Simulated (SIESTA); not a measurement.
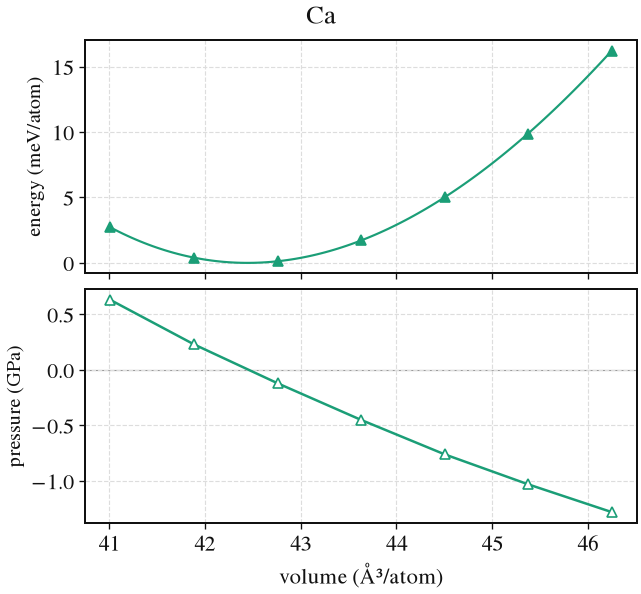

Caption: Energy and pressure against volume for Ca, space group Fm-3m (No. 225).

A third-order Birch–Murnaghan fit gives V0 = 42.45 Å³/atom, B0 = 17.2 GPa and B′ = 3.1. The energy is 2.71 meV/atom at volume 41.01 Å³/atom and 16.22 meV/atom at 46.25 Å³/atom; the lowest computed point is at volume 42.76 Å³/atom (0.12 meV/atom), in a single well. The pressure falls from 0.63 GPa at volume 41.01 Å³/atom to −1.28 GPa at 46.25 Å³/atom, and changes sign near 42.46 Å³/atom.

Method: DFT in numerical atomic orbitals with pseudopotentials, no spin polarisation; energies at scaled volumes of the given cell, shape and fractions fixed, counted from the fit's minimum, third-order Birch-Murnaghan fit (SIESTA 5.4.2). Level: PBE.

k mesh 8×8×8; occupations Fermi–Dirac; smearing width 0.05 eV; potentials PseudoDojo 0.4 standard, converted to PSML, two zetas on semicore shells; program settings basis DZP, mesh cutoff 800 Ry.

Cell as given: a = 3.952 Å, b = 3.952 Å, c = 3.952 Å, α = 60.00°, β = 60.00°, γ = 60.00°; 1 atom.

Keep in mind: mulliken charges of long orbitals.
